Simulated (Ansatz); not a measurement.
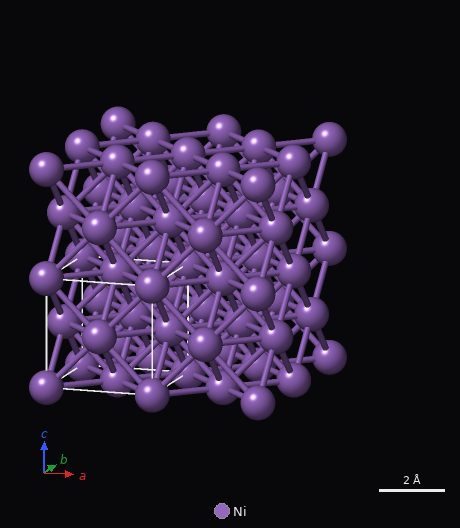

The starting point is solid Ni (set up in Fm-3m). A ball-and-stick model of the conventional cell (4 times the calculation's cell), repeated 2 × 2 × 2 with one cell outlined, seen slightly off an axis. Lengths and directions refer to the drawn axes.

Theory: Ansatz 0.2.0, DFT PBEsol, scalar-relativistic, plane waves, PAW. Set-up: plane-wave cutoff 420 eV; occupations gaussian; smearing width 0.1 eV. The k-mesh is chosen for each cell (20×20×20, 16×16×16). Spin polarisation is switched on in some of the runs only.

The variant: Every nickel atom is replaced by magnesium, which gives Mg. Cell and atoms are relaxed again (to zero pressure within 0.1 GPa, forces under 0.01 eV/Å).

The input:
```yaml
crystal:
  lattice:
    - [0.0, 2.239649065, 2.239649065]
    - [2.239649065, 0.0, 2.239649065]
    - [2.239649065, 2.239649065, 0.0]
  atoms:
    - { symbol: Mg, position: [0.0, 0.0, 0.0] }
basis:
  ecutwfc: 420
kpoints:
  mp_grid: { grid: [16, 16, 16] }
hamiltonian:
  xc: pbesol
scf:
  occupations: { method: gaussian, width: 0.1 }
output:
  forces: true
  stress: true
  eigenvalues: true
relax:
  adjacent_minimum: "off"
  f_tol: 0.01
  max_steps: 60
  cell: { stress_tol: 0.1 }
```

Command:
```bash
ansatz run input.yaml --threads 1 --pin off --max-ram 2560MiB --backend cpu --events-out ev --progress --plain --runs-dir out
```

> What is the effect?

The volume per atom goes from 10.38 to 22.63 Å³. The absolute magnetisation per cell goes from 0.71 to 0.00 μB (net moment 0.63 and 0.00 μB). Both are metals. The volume changes by +118.0 %, with a = b = c 3.463 → 4.490 Å (+29.7 %). The space group stays Fm-3m (No. 225).

Drawn alike, the variant:

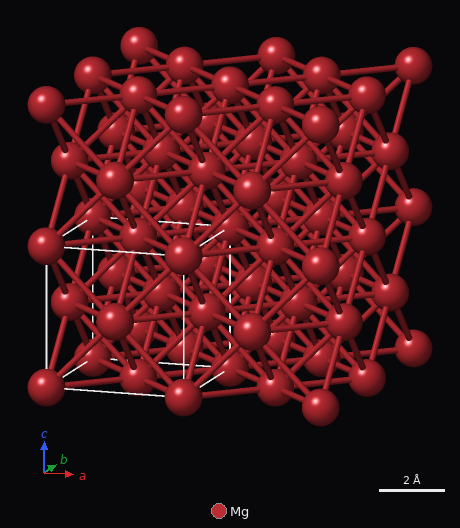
